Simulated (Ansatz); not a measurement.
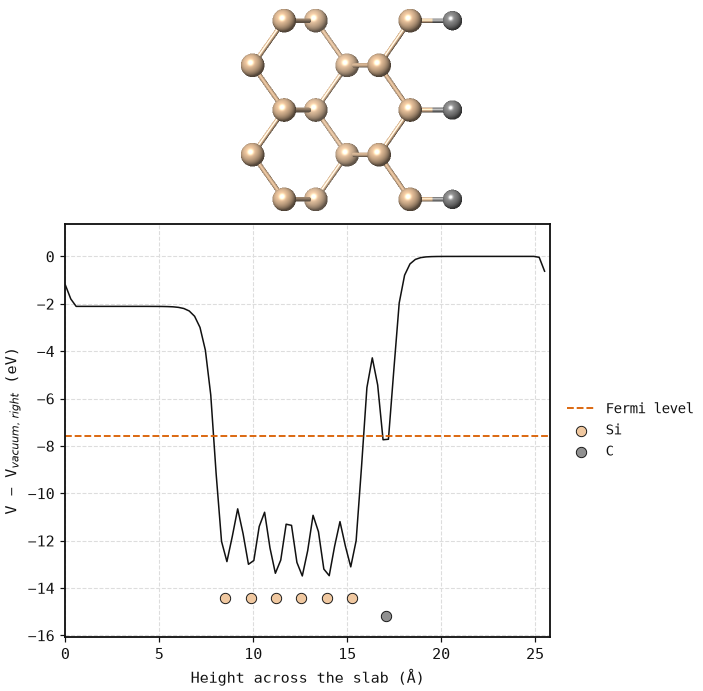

Plane-averaged electrostatic potential energy of an electron across the slab; circles at the bottom mark the heights of the atoms (positions after relaxation). The structure is drawn too.

Input of the run:

```
crystal:
  lattice:
    - [3.8417168285, 0.0, 0.0]
    - [0.0, 3.8417168285, 0.0]
    - [0.0, 0.0, 25.7912600521]
  atoms:
    - { symbol: Si, position: [0.0, 0.5, 0.3295690084] }
    - { symbol: Si, position: [0.0, 0.0, 0.3822322752] }
    - { symbol: Si, position: [0.5, 0.0, 0.4348955421] }
    - { symbol: Si, position: [0.5, 0.5, 0.4872505114] }
    - { symbol: Si, position: [0.0, 0.5, 0.5400001596] }
    - { symbol: Si, position: [0.0, 0.0, 0.5916358883] }
    - { symbol: C, position: [0.0, 0.0, 0.6645287984], spin: 2.0 }
basis:
  ecutwfc: 420
kpoints:
  mp_grid: { grid: [8, 8, 1] }
hamiltonian:
  xc: pbesol
scf:
  occupations: { method: gaussian, width: 0.05 }
output:
  forces: true
  eigenvalues: true
  populations: true
magnetization:
  spin_polarized: true
relax:
  adjacent_minimum: "off"
  f_tol: 0.03
  max_steps: 70
  constraints: [{ sites: [0, 1, 2] }]
efield:
  axis: 3
  dipole_correction: true
  ramp_width: 0.04
```

Run as:
```bash
ansatz run input.yaml --threads 1 --pin off --max-ram 2560MiB --backend cpu --events-out ev --progress --plain --runs-dir out
```

**Read off the work function of each face.**

The work function is 7.59 eV at the right face and 5.48 eV at the left.

**Do the two faces differ, and what does that say about the slab's dipole?**

The vacuum level is 2.11 eV higher at the right than at the left, so the slab carries a dipole along its normal; the ramp in the vacuum, at or near the edge of the plot, is the dipole correction that keeps each side flat. Some atoms were held fixed in the relaxation, which can itself make the faces differ.

**How thick are slab and vacuum?**

The outermost atoms are 8.6 Å apart, which leaves 17.2 Å of vacuum in a cell 25.8 Å high.
